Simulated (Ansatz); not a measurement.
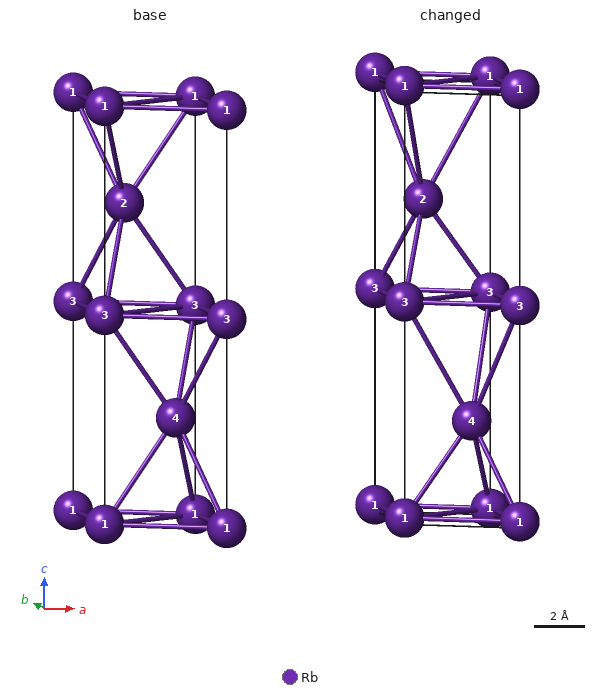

Left: a symmetric starting cell of Rb. Right: the same structure after one change, at the same scale. A ball-and-stick model of the cell of the calculation, seen slightly off an axis.

These are results of DFT PBEsol, scalar-relativistic, plane waves, PAW (Ansatz), not measurements. Set-up: plane-wave cutoff 420 eV; k-point mesh 9 × 9 × 2; occupations gaussian; smearing width 0.1 eV; no spin polarisation.

What distinguishes the right structure from the left one?

Answer. The cell is strained by +3.4 % along c and −5.6 % across it (volume −7.8 %) and atoms are displaced by 0.26 Å relative to the cell: Rb4 0.26 Å along −c. No relaxation follows. The starting cell wasn't computed here and needn't be at equilibrium, so pressure and forces aren't due to the change alone.

And its effect?

Answer. The pressure is 0.1 GPa (not all of it need come from the change, since the unchanged cell can be under pressure at this level too). The principal stresses (compression positive) are −0.1 GPa along c and 0.2 GPa across it. The largest forces, 0.13 eV/Å, act on Rb1, Rb2, Rb3 and Rb4; on Rb1 it points along −c. The forces point straight back along the displacements (cosine −1.00). Among the bonded contacts that change: Rb–Rb 5.143 → 4.744 to 5.615 Å, Rb–Rb 5.089 → 4.805 Å. The space group (tolerance 0.01 Å) goes from P6_3/mmc (No. 194) to P6_3mc (No. 186).
